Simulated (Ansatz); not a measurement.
## AlN: 7 runs along one coordinate

System: AlN (2 atoms in the cell).
Method: DFT r2SCAN, scalar-relativistic, plane waves, PAW, no spin polarisation (Ansatz 0.2.0).

The 7 runs differ only in the geometry, by a strain of the cell at fixed fractional positions. Against run 4, the strain is εzz = η. The structure derives from a Materials Project entry.

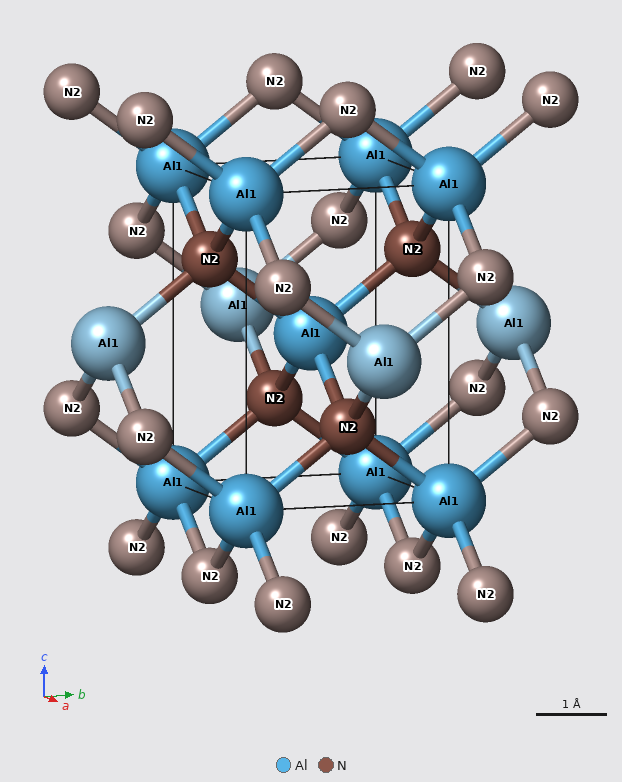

Figure 1. The structure of run 4 (ball-and-stick view of the cell 2 times as large as that of the calculation, set on its symmetry axes, seen slightly off an axis; neighbours outside the cell are drawn fainter; atoms are numbered from 1 in the order of the input). An atom can appear more than once, as a periodic image.

### Input of run 4
```yaml
crystal:
  lattice:
    - [0.0, 2.1839935596, 2.2931932376]
    - [2.1839935596, 0.0, 2.2931932376]
    - [2.1839935596, 2.1839935596, 0.0]
  atoms:
    - { symbol: Al, position: [0.0, 0.0, 0.0] }
    - { symbol: "N", position: [0.75, 0.75, 0.75] }
basis:
  ecutwfc: 500
kpoints:
  mp_grid: { grid: [10, 10, 10] }
hamiltonian:
  xc: r2scan
scf:
  occupations: { method: gaussian, width: 0.05 }
output:
  forces: true
  stress: true
  eigenvalues: true
```

Command:
```bash
ansatz run input.yaml --threads 1 --pin off --max-ram 2560MiB --backend cpu --events-out ev --progress --plain --runs-dir out
```

Run 2 differs from it as follows:
```diff
-    - [0.0, 2.1839935596, 2.2931932376]
-    - [2.1839935596, 0.0, 2.2931932376]
+    - [0.0, 2.1839935596, 2.1293937206]
+    - [2.1839935596, 0.0, 2.1293937206]
```

### Results, with one run withheld

| run | strain parameter η (%) | free energy per atom, from the lowest run given (meV) | pressure (GPa) | gap on the mesh (eV) |
| --- | --- | --- | --- | --- |
| 1 | −11.9048 | 52.75 | 18.72 | 3.60 |
| 2 | −7.1429 | ? | ? | ? |
| 3 | −2.3810 | 0.00 | −4.76 | 3.85 |
| 4 | 0.0000 | 18.11 | −9.29 | 3.75 |
| 5 | 2.3810 | 48.21 | −13.34 | 3.65 |
| 6 | 3.5714 | 67.64 | −15.21 | 3.60 |
| 7 | 4.7619 | 89.94 | −16.97 | 3.55 |

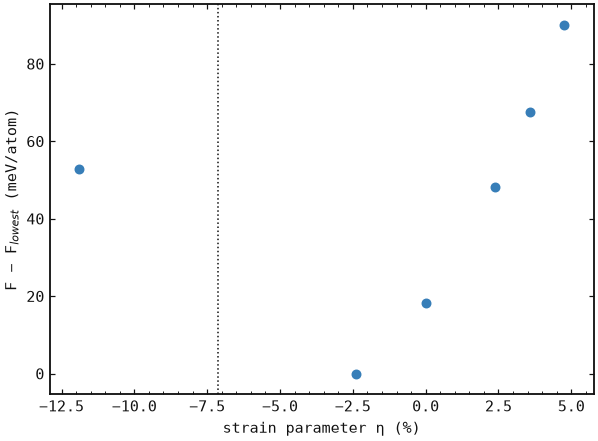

Figure 2. Free energy per atom of the runs given; the dotted line marks run 2.

Estimate the energy of run 2 from the others.

A cubic polynomial in the coordinate, fitted to the 6 runs given, misses them by at most 0.01 meV per atom. With x = η + 0.5952, it reads F = 12.46 + 8.8853 x + 1.0604 x² − 0.0035551 x³ (meV per atom). At run 2 it gives 0.74 meV per atom, and the run itself gives 0.92. The fit has its minimum at η = −4.7001 %. The gap on the mesh lies between 3.55 eV (run 7) and 3.85 eV (run 3); run 2 has 3.82 eV. These are gaps of this functional on this mesh, which can miss the band edges; they aren't the measured gap.

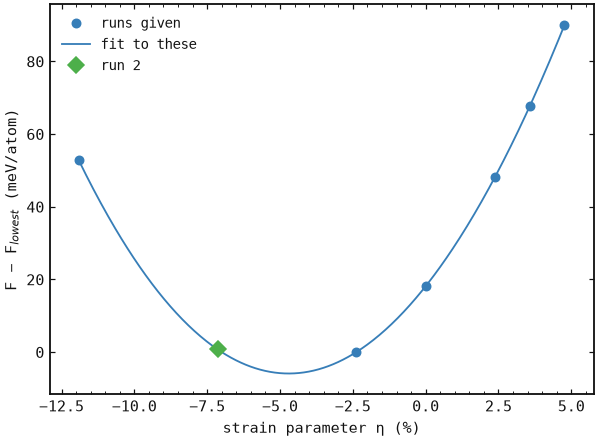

Figure 3. The fit and the withheld run.

### Output, shortened to warnings, some set-up lines, iterations and results (run 2)
```
Basis set: ecut = 500 eV, 531 PW (Γ), exchange–correlation on 96×96×96 points (64 copies of the dense FFT grid, shifted against one another)
Symmetry: 8 space group operations
k-points: 102 of 1000 (time reversal used)
Initial density: superposition of atomic densities (neutral atoms: chi_scale 0, normalization atom), corrected by the library's trained network
[...]
SCF iter   1: F=—  HF=-928.350455 eV  |F-HF|=—  |Δ(HF+E_count)|=         —  Δρ=6.96e-3  dr2=1.05e-2  dr2_τ=1.67e-1  ethr=1.77e-3  ⟨swp⟩=4.8  Hψ=6049  notcnv=0
SCF iter   2: F=—  HF=-928.423916 eV  |F-HF|=—  |Δ(HF+E_count)|=   7.35e-2  Δρ=4.61e-3  dr2=1.90e-3  dr2_τ=1.89e-4  ethr=1.31e-4  ⟨swp⟩=2.2  Hψ=2468  notcnv=0
SCF iter   3: F=—  HF=-928.423730 eV  |F-HF|=—  |Δ(HF+E_count)|=   1.87e-4  Δρ=9.97e-4  dr2=1.26e-4  dr2_τ=3.31e-5  ethr=2.37e-5  ⟨swp⟩=1.2  Hψ=834  notcnv=0
SCF iter   4: F=—  HF=-928.423712 eV  |F-HF|=—  |Δ(HF+E_count)|=   1.79e-5  Δρ=1.89e-4  dr2=7.64e-6  dr2_τ=4.43e-7  ethr=1.57e-6  ⟨swp⟩=2.1  Hψ=1229  notcnv=0
SCF iter   5: F=—  HF=-928.423710 eV  |F-HF|=—  |Δ(HF+E_count)|=   1.37e-6  Δρ=5.32e-5  dr2=6.72e-7  dr2_τ=4.71e-8  ethr=9.54e-8  ⟨swp⟩=2.4  Hψ=1179  notcnv=0
SCF iter   6: F=-928.423710 eV  HF=-928.423710 eV  |F-HF|=4.19e-8  |Δ(HF+E_count)|=   2.08e-8  Δρ=1.90e-5  dr2=8.66e-8  dr2_τ=1.39e-9  ethr=1.25e-9  ⟨swp⟩=5.1  Hψ=4132  …
SCF 1 converged in 6 iterations: F = -928.423710 eV  dr2 = 8.66e-8
SCF converged after 6 iterations
Free energy (F): -928.423710 eV
Harris-Foulkes:  -928.423710 eV  (|F-HF|=4.19e-8)
Internal energy: -928.423710 eV  (E = F + TS)
E sigma→0 (E₀):  -928.423710 eV
Fermi energy:    8.948903 eV
--- Per-component energies (eV) ---
  E_band       = 13.248343
  E_kinetic    = 161.670627
  E_local      = -221.112548  (includes V_loc(G=0)·N_el)
  E_nonlocal   = 54.585577
  E_hartree    = 77.513256
  E_xc         = -99.187637
  E_vxc        = -119.584521  (∫ρ·V_xc dr)
  E_paw        = -602.660006  (= ΣΔE_a)
  E_vpaw       = -23.732689  (= ΣTr[D̂ρ^β])
  E_aug_tail   = 0.000018  (compensation charges beyond the density's cutoff)
  E_vtau       = 6.399961  (kinetic-family band-sum trace: ∫τ·v_τ [+ j·A + Jᵃ·Aᵃ] dr)
  E_ewald      = -299.143325
  E_core_change = -0.089673  (= ΣΔE_core)
  E_smearing   = -0.000000  (= −TS)
  E_closure    = -0.000000  (closes the sum)
  Σ components = -928.423710   (vs F -928.423710, Δ=0.00e0)
--- Forces (eV/Å), atoms counted from 1 ---
  atom   1  Al    -0.00000000    -0.00000000     0.00000000
  atom   2  N      0.00000000     0.00000000     0.00000000
  max |Σ_I F_I| component: 1.39e-16 eV/Å
--- Stress (GPa, compression-positive) ---
        4.708124      -0.000000       0.000000
       -0.000000       4.708124       0.000000
       -0.000000       0.000000       8.043128
  P = ⅓ Tr σ = 5.8198 GPa (58.198 kbar)
```
